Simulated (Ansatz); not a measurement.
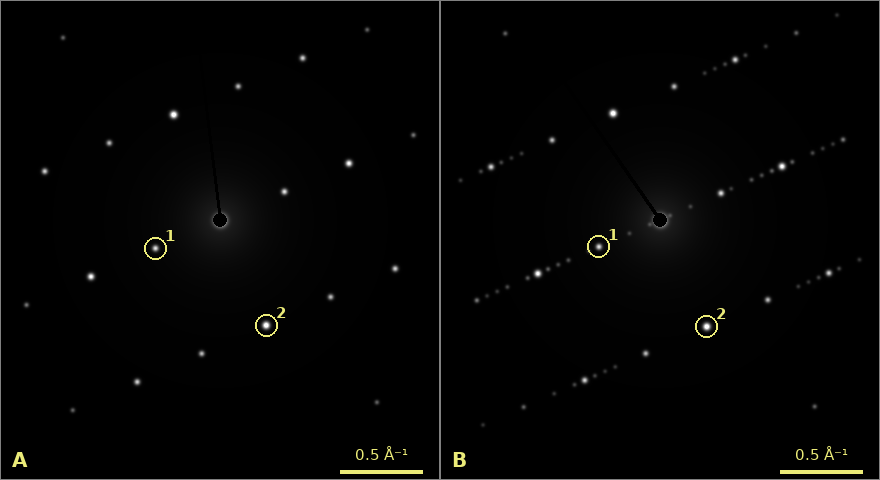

Kinematic electron diffraction patterns (300 kV, B = 0.5 Å², same scale) along [1-10] of the run's own cell, for the start and the end of one relaxation of LiF with DFT PBEsol, scalar-relativistic, plane waves, PAW (Ansatz). k mesh 9×9×2. The start is a generated model structure, and the relaxation ends in the nearest stationary point of its symmetry, not necessarily the ground state. Spot 1 is 0 0 -6 and spot 2 is 1 1 0 in both.

Start structure:

```yaml
crystal:
  lattice:
    - [2.83403, 0.00000, 0.00000]
    - [-1.41702, 2.45434, 0.00000]
    - [0.00000, 0.00000, 13.88384]
  atoms:
    - { symbol: Li, position: [0.00000, 0.00000, 0.00000] }
    - { symbol: F, position: [0.66667, 0.33333, 0.08333] }
    - { symbol: Li, position: [0.33333, 0.66667, 0.16667] }
    - { symbol: F, position: [0.00000, 0.00000, 0.25000] }
    - { symbol: Li, position: [0.66667, 0.33333, 0.33333] }
    - { symbol: F, position: [0.00000, 0.00000, 0.41667] }
    - { symbol: Li, position: [0.33333, 0.66667, 0.50000] }
    - { symbol: F, position: [0.00000, 0.00000, 0.58333] }
    - { symbol: Li, position: [0.66667, 0.33333, 0.66667] }
    - { symbol: F, position: [0.00000, 0.00000, 0.75000] }
    - { symbol: Li, position: [0.33333, 0.66667, 0.83333] }
    - { symbol: F, position: [0.66667, 0.33333, 0.91667] }
```

Which pattern belongs to the start structure, and which to the relaxed one?

A is the start: its cell gives d(1) = 2.314 Å, d(2) = 1.417 Å and an angle of 90.0°. B is the relaxed structure, with d(1) = 2.445 Å (+5.6 %), d(2) = 1.399 Å (-1.3 %) and 90.0°.

Name reflections whose intensity changes strongly on relaxation.

0 0 11 comes into sight.

What did the relaxation do to the structure and the energy?

The volume changed by +3.0 % to 8.29 Å³ an atom; with the mean shift removed, the atoms moved by up to 0.09 Å relative to the cell (F most); the space group stayed P-6m2 (No. 187); the free energy fell by 29 meV an atom. Relaxed cell: a = 2.798 Å, b = 2.798 Å, c = 14.667 Å, α = 90.00°, β = 90.00°, γ = 120.00°.
